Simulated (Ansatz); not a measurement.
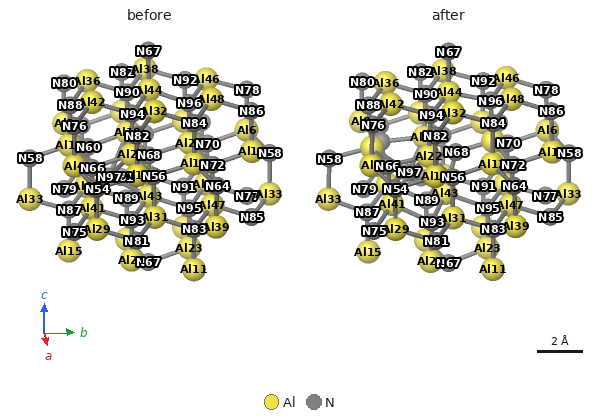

The structure of a defect cell of composition Al48N49 (cell charge −3) before (left) and after (right) a relaxation, at one scale.

Style: ball-and-stick. Shown: the atoms within 5.8 Å of the atom that moves most (axes of the cell of the calculation (origin shifted)), from a free direction.

The atoms of the start lie slightly off their symmetric places, so part of the fall in energy undoes that.

The calculation used Ansatz 0.2.0, DFT, PBEsol, PAW, plane waves. Set-up: plane-wave cutoff 420 eV; k-point mesh 1 × 1 × 1; mesh shifted by (0.25, 0.25, 0.25); no spin polarisation; atoms relaxed in a fixed cell; force threshold 0.03 eV/Å; at most 80 steps.

Describe what moved and what it gained.

Answer. After 5 geometry steps the energy has fallen by 9.142 eV per cell of the calculation. Largest force component: 5 eV/Å at the start, 0.013 eV/Å at the end. An N atom moves most: 0.40 Å along [0 3 1]. Largest moves by element: N 0.40 Å, Al 0.27 Å. The cell stays as it was. Near-neighbour distances that change, for instance: Al–N 2.429 → 2.016 Å, Al–N 2.349 → 2.015 Å, N–N 1.965 → 2.296 Å, Al–N 2.342 → 2.062 Å. Bond angles that change, for instance: N–Al–N 106.7° → 140.7°, N–Al–N 109.3° → 140.8°, Al–N–Al 111.2° → 89.4°.

Limits of the set-up: the cell is charged, on a uniform background, and energies carry no finite-size correction.
